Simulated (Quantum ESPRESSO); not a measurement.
**Run report: InAs, band-structure run (part 1 of 2)**

The run: band-structure run of InAs (2 atoms in the cell). Method and program: Kohn-Sham DFT of a periodic cell, LDA, PseudoDojo 0.4.1 SR LDA stringent, no spin polarisation (Quantum ESPRESSO 7.5).

The structure derives from an entry of the Crystallography Open Database.

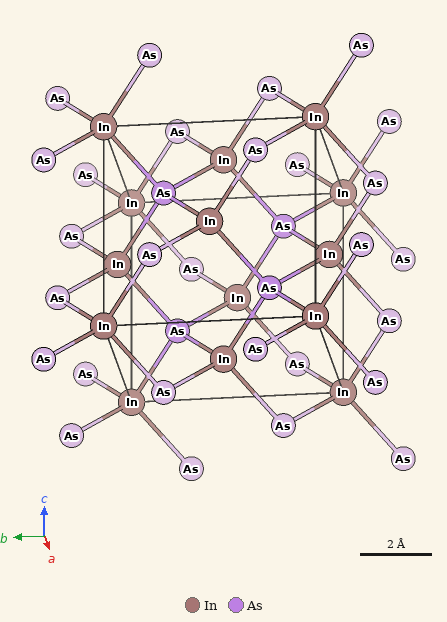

**Figure 1.** The structure as given in the input (ball-and-stick view of the cell 4 times as large as that of the calculation, set on its symmetry axes, seen at an oblique angle; neighbours outside the cell are drawn fainter). An atom can appear more than once, as a periodic image. Near neighbours in the periodic cell (some may lie outside the picture): In has 4 As at 2.61 Å; As has 4 In at 2.61 Å.

## Input file
```
&CONTROL
  calculation = 'scf'
  prefix = 'pwscf'
  outdir = './tmp'
  pseudo_dir = './pseudo'
  tprnfor = .true.
  tstress = .true.
  disk_io = 'low'
/
&SYSTEM
  ibrav = 0
  nat = 2
  ntyp = 2
  ecutwfc = 100
  nbnd = 31
  occupations = 'smearing'
  smearing = 'fd'
  degauss = 0.00367493
/
&ELECTRONS
  conv_thr = 4d-10
  electron_maxstep = 120
  mixing_beta = 0.5
/
ATOMIC_SPECIES
In   114.8180 In.upf
As    74.9216 As.upf
CELL_PARAMETERS angstrom
   0.0000000000    3.0180000000    3.0180000000
   3.0180000000    0.0000000000    3.0180000000
   3.0180000000    3.0180000000    0.0000000000
ATOMIC_POSITIONS angstrom
In     0.0000000000    0.0000000000    0.0000000000
As     4.5270000000    4.5270000000    4.5270000000
K_POINTS automatic
8 8 8 0 0 0
```

## File bands.in
```
&CONTROL
  calculation = 'bands'
  prefix = 'pwscf'
  outdir = './tmp'
  pseudo_dir = './pseudo'
  disk_io = 'low'
  verbosity = 'high'
/
&SYSTEM
  ibrav = 0
  nat = 2
  ntyp = 2
  ecutwfc = 100
  nbnd = 31
  occupations = 'smearing'
  smearing = 'fd'
  degauss = 0.00367493
/
&ELECTRONS
  conv_thr = 1d-08
  electron_maxstep = 120
  mixing_beta = 0.5
  diago_full_acc = .true.
  startingwfc = 'random'
/
ATOMIC_SPECIES
In   114.8180 In.upf
As    74.9216 As.upf
CELL_PARAMETERS angstrom
   0.0000000000    3.0180000000    3.0180000000
   3.0180000000    0.0000000000    3.0180000000
   3.0180000000    3.0180000000    0.0000000000
ATOMIC_POSITIONS angstrom
In     0.0000000000    0.0000000000    0.0000000000
As     4.5270000000    4.5270000000    4.5270000000
K_POINTS crystal
60
 0.0000000000  0.0000000000  0.0000000000 1
 0.0625000000  0.0000000000  0.0625000000 1
 0.1250000000  0.0000000000  0.1250000000 1
 0.1875000000  0.0000000000  0.1875000000 1
 0.2500000000  0.0000000000  0.2500000000 1
 0.3125000000  0.0000000000  0.3125000000 1
 0.3750000000  0.0000000000  0.3750000000 1
 0.4375000000  0.0000000000  0.4375000000 1
 0.5000000000  0.0000000000  0.5000000000 1
 0.5000000000  0.0625000000  0.5625000000 1
 0.5000000000  0.1250000000  0.6250000000 1
 0.5000000000  0.1875000000  0.6875000000 1
 0.5000000000  0.2500000000  0.7500000000 1
 0.4375000000  0.3125000000  0.7500000000 1
 0.3750000000  0.3750000000  0.7500000000 1
 0.3375000000  0.3375000000  0.6750000000 1
 0.3000000000  0.3000000000  0.6000000000 1
 0.2625000000  0.2625000000  0.5250000000 1
 0.2250000000  0.2250000000  0.4500000000 1
 0.1875000000  0.1875000000  0.3750000000 1
 0.1500000000  0.1500000000  0.3000000000 1
 0.1125000000  0.1125000000  0.2250000000 1
 0.0750000000  0.0750000000  0.1500000000 1
 0.0375000000  0.0375000000  0.0750000000 1
 0.0000000000  0.0000000000  0.0000000000 1
 0.0625000000  0.0625000000  0.0625000000 1
 0.1250000000  0.1250000000  0.1250000000 1
 0.1875000000  0.1875000000  0.1875000000 1
 0.2500000000  0.2500000000  0.2500000000 1
 0.3125000000  0.3125000000  0.3125000000 1
 0.3750000000  0.3750000000  0.3750000000 1
 0.4375000000  0.4375000000  0.4375000000 1
 0.5000000000  0.5000000000  0.5000000000 1
 0.5250000000  0.4500000000  0.5250000000 1
 0.5500000000  0.4000000000  0.5500000000 1
 0.5750000000  0.3500000000  0.5750000000 1
 0.6000000000  0.3000000000  0.6000000000 1
 0.6250000000  0.2500000000  0.6250000000 1
 0.5833333333  0.2500000000  0.6666666667 1
 0.5416666667  0.2500000000  0.7083333333 1
 0.5000000000  0.2500000000  0.7500000000 1
 0.5000000000  0.2857142857  0.7142857143 1
 0.5000000000  0.3214285714  0.6785714286 1
 0.5000000000  0.3571428571  0.6428571429 1
 0.5000000000  0.3928571429  0.6071428571 1
 0.5000000000  0.4285714286  0.5714285714 1
 0.5000000000  0.4642857143  0.5357142857 1
 0.5000000000  0.5000000000  0.5000000000 1
 0.4821428571  0.4821428571  0.5357142857 1
 0.4642857143  0.4642857143  0.5714285714 1
 0.4464285714  0.4464285714  0.6071428571 1
 0.4285714286  0.4285714286  0.6428571429 1
 0.4107142857  0.4107142857  0.6785714286 1
 0.3928571429  0.3928571429  0.7142857143 1
 0.3750000000  0.3750000000  0.7500000000 1
 0.6250000000  0.2500000000  0.6250000000 1
 0.5937500000  0.1875000000  0.5937500000 1
 0.5625000000  0.1250000000  0.5625000000 1
 0.5312500000  0.0625000000  0.5312500000 1
 0.5000000000  0.0000000000  0.5000000000 1
```

Run on 1 thread of Arm Neoverse V1, 24 GiB of memory available, shared host.

Command:
```bash
OMP_NUM_THREADS=1 pw.x -in pw.in > pw.out
OMP_NUM_THREADS=1 pw.x -in bands.in > bands.out
```

## The program's output
```
This program is part of the open-source Quantum ESPRESSO suite
     for quantum simulation of materials; please cite
         "P. Giannozzi et al., J. Phys.:Condens. Matter 21 395502 (2009);
         "P. Giannozzi et al., J. Phys.:Condens. Matter 29 465901 (2017);
         "P. Giannozzi et al., J. Chem. Phys. 152 154105 (2020);
          URL
     in publications or presentations arising from this work. More details at

     Message from routine setup:
     using ibrav=0 with symmetry is DISCOURAGED, use correct ibrav instead

     G-vector sticks info
     --------------------
     sticks:   dense  smooth     PW     G-vecs:    dense   smooth      PW
     Sum        1789    1789    511                50237    50237    7727

     Using Slab Decomposition

     bravais-lattice index     =            0
     lattice parameter (alat)  =       8.0655  a.u.
     unit-cell volume          =     371.0089 (a.u.)^3
     number of atoms/cell      =            2
     number of atomic types    =            2
     number of electrons       =        44.00
     number of Kohn-Sham states=           31
     kinetic-energy cutoff     =     100.0000  Ry
     charge density cutoff     =     400.0000  Ry
     scf convergence threshold =      4.0E-10
     mixing beta               =       0.5000
     number of iterations used =            8  plain     mixing
     Exchange-correlation= SLA  PW   NOGX NOGC
                           (   1   4   0   0   0   0   0)

     celldm(1)=   8.065534  celldm(2)=   0.000000  celldm(3)=   0.000000
     celldm(4)=   0.000000  celldm(5)=   0.000000  celldm(6)=   0.000000

     crystal axes: (cart. coord. in units of alat)
               a(1) = (   0.000000   0.707107   0.707107 )
               a(2) = (   0.707107   0.000000   0.707107 )
               a(3) = (   0.707107   0.707107   0.000000 )

     reciprocal axes: (cart. coord. in units 2 pi/alat)
               b(1) = ( -0.707107  0.707107  0.707107 )
               b(2) = (  0.707107 -0.707107  0.707107 )
               b(3) = (  0.707107  0.707107 -0.707107 )

     PseudoPot. # 1 for In read from file:
     In.upf
     Pseudo is Norm-conserving + core correction, Zval = 21.0
     Generated using ONCVPSP code by D. R. Hamann
     Using radial grid of 1894 points,  6 beta functions with:
                l(1) =   0
                l(2) =   0
                l(3) =   1
                l(4) =   1
                l(5) =   2
                l(6) =   2

     PseudoPot. # 2 for As read from file:
     As.upf
     Pseudo is Norm-conserving + core correction, Zval = 23.0
     Generated using ONCVPSP code by D. R. Hamann
     Using radial grid of 1326 points,  6 beta functions with:
                l(1) =   0
                l(2) =   0
                l(3) =   1
                l(4) =   1
                l(5) =   2
                l(6) =   2

     atomic species   valence    mass     pseudopotential
     In               21.00   114.81800     In( 1.00)
     As               23.00    74.92160     As( 1.00)

     24 Sym. Ops. (no inversion) found

   Cartesian axes

     site n.     atom                  positions (alat units)
         1        In     tau(   1) = (   0.0000000   0.0000000   0.0000000  )
         2        As     tau(   2) = (   1.0606602   1.0606602   1.0606602  )

     number of k points=    29  Fermi-Dirac smearing, width (Ry)=  0.0037
                       cart. coord. in units 2pi/alat
        k(    1) = (   0.0000000   0.0000000   0.0000000), wk =   0.0039062
        k(    2) = (   0.0883883   0.0883883  -0.0883883), wk =   0.0312500
        k(    3) = (   0.1767767   0.1767767  -0.1767767), wk =   0.0312500
        k(    4) = (   0.2651650   0.2651650  -0.2651650), wk =   0.0312500
        k(    5) = (  -0.3535534  -0.3535534   0.3535534), wk =   0.0156250
        k(    6) = (   0.1767767   0.0000000   0.0000000), wk =   0.0234375
        k(    7) = (   0.2651650   0.0883883  -0.0883883), wk =   0.0937500
        k(    8) = (   0.3535534   0.1767767  -0.1767767), wk =   0.0937500
        k(    9) = (  -0.2651650  -0.4419417   0.4419417), wk =   0.0937500
        k(   10) = (  -0.1767767  -0.3535534   0.3535534), wk =   0.0937500
        k(   11) = (  -0.0883883  -0.2651650   0.2651650), wk =   0.0937500
        k(   12) = (   0.0000000  -0.1767767   0.1767767), wk =   0.0468750
        k(   13) = (   0.3535534   0.0000000   0.0000000), wk =   0.0234375
        k(   14) = (   0.4419417   0.0883883  -0.0883883), wk =   0.0937500
        k(   15) = (  -0.1767767  -0.5303301   0.5303301), wk =   0.0937500
        k(   16) = (  -0.0883883  -0.4419417   0.4419417), wk =   0.0937500
        k(   17) = (   0.0000000  -0.3535534   0.3535534), wk =   0.0468750
        k(   18) = (   0.5303301  -0.0000000   0.0000000), wk =   0.0234375
        k(   19) = (  -0.0883883  -0.6187184   0.6187184), wk =   0.0937500
        k(   20) = (   0.0000000  -0.5303301   0.5303301), wk =   0.0468750
        k(   21) = (  -0.7071068   0.0000000   0.0000000), wk =   0.0117188
        k(   22) = (   0.3535534   0.1767767   0.0000000), wk =   0.0937500
        k(   23) = (  -0.2651650  -0.4419417   0.6187184), wk =   0.1875000
        k(   24) = (  -0.1767767  -0.3535534   0.5303301), wk =   0.0937500
        k(   25) = (  -0.1767767  -0.5303301   0.7071068), wk =   0.0937500
        k(   26) = (  -0.0883883  -0.4419417   0.6187184), wk =   0.1875000
        k(   27) = (   0.0000000  -0.3535534   0.5303301), wk =   0.0937500
        k(   28) = (  -0.7071068   0.1767767  -0.0000000), wk =   0.0468750
        k(   29) = (  -0.7071068   0.3535534   0.0000000), wk =   0.0234375

     Dense  grid:    50237 G-vectors     FFT dimensions: (  54,  54,  54)

     Check: negative core charge=   -0.000027

     Initial potential from superposition of free atoms

     starting charge      43.9969, renormalised to      44.0000
     Starting wfcs are   26 randomized atomic wfcs +    5 random wfcs

     Self-consistent Calculation

     iteration #  1     ecut=   100.00 Ry     beta= 0.50
     Davidson diagonalization with overlap
     ethr =  1.00E-02,  avg # of iterations =  5.4

     Threshold (ethr) on eigenvalues was too large:
     Diagonalizing with lowered threshold

     Davidson diagonalization with overlap
     ethr =  1.51E-04,  avg # of iterations =  2.6

     total energy              =   -1015.36556383 Ry
     estimated scf accuracy    <       0.06596101 Ry

     iteration #  2     ecut=   100.00 Ry     beta= 0.50
     Davidson diagonalization with overlap
     ethr =  1.50E-04,  avg # of iterations =  2.1

     total energy              =   -1015.37759961 Ry
     estimated scf accuracy    <       0.00607639 Ry

     iteration #  3     ecut=   100.00 Ry     beta= 0.50
     Davidson diagonalization with overlap
     ethr =  1.38E-05,  avg # of iterations =  3.2

     total energy              =   -1015.37808531 Ry
     estimated scf accuracy    <       0.00092815 Ry

     iteration #  4     ecut=   100.00 Ry     beta= 0.50
     Davidson diagonalization with overlap
     ethr =  2.11E-06,  avg # of iterations =  3.2

     total energy              =   -1015.37813558 Ry
     estimated scf accuracy    <       0.00002471 Ry

     iteration #  5     ecut=   100.00 Ry     beta= 0.50
     Davidson diagonalization with overlap
     ethr =  5.62E-08,  avg # of iterations =  2.0

     total energy              =   -1015.37814022 Ry
     estimated scf accuracy    <       0.00000146 Ry

     iteration #  6     ecut=   100.00 Ry     beta= 0.50
     Davidson diagonalization with overlap
     ethr =  3.32E-09,  avg # of iterations =  2.0

     total energy              =   -1015.37814047 Ry
     estimated scf accuracy    <       0.00000006 Ry

     iteration #  7     ecut=   100.00 Ry     beta= 0.50
     Davidson diagonalization with overlap
     ethr =  1.26E-10,  avg # of iterations =  2.0

     total energy              =   -1015.37814047 Ry
     estimated scf accuracy    <          2.3E-09 Ry

     iteration #  8     ecut=   100.00 Ry     beta= 0.50
     Davidson diagonalization with overlap
     ethr =  5.27E-12,  avg # of iterations =  2.0

     total energy              =   -1015.37814047 Ry
     estimated scf accuracy    <          5.0E-10 Ry

     iteration #  9     ecut=   100.00 Ry     beta= 0.50
     Davidson diagonalization with overlap
     ethr =  1.13E-12,  avg # of iterations =  2.0

     End of self-consistent calculation

          k = 0.0000 0.0000 0.0000 (  6231 PWs)   bands (ev):

  -174.3612-118.2828-118.2828-118.2828-105.5676 -64.1580 -64.1580 -64.1580
   -25.8032 -25.8032 -25.8032 -25.7947 -25.7947  -5.0092  -5.0092  -5.0092
    -4.8785  -4.8785  -2.6357   8.9266   9.3404   9.3404   9.3404  13.1779
    13.1779  13.1779  16.6395  19.1332  19.1334  19.7216  19.7216

          k = 0.0884 0.0884-0.0884 (  6255 PWs)   bands (ev):

  -174.3612-118.2828-118.2828-118.2828-105.5676 -64.1580 -64.1580 -64.1580
   -25.8032 -25.8031 -25.8031 -25.7947 -25.7947  -5.0314  -5.0031  -5.0031
    -4.8787  -4.8787  -2.4712   7.3520   9.1435   9.1435  10.3163  13.3154
    13.4622  13.4622  17.4990  18.1764  18.1764  19.1590  21.2810

          k = 0.1768 0.1768-0.1768 (  6246 PWs)   bands (ev):
```
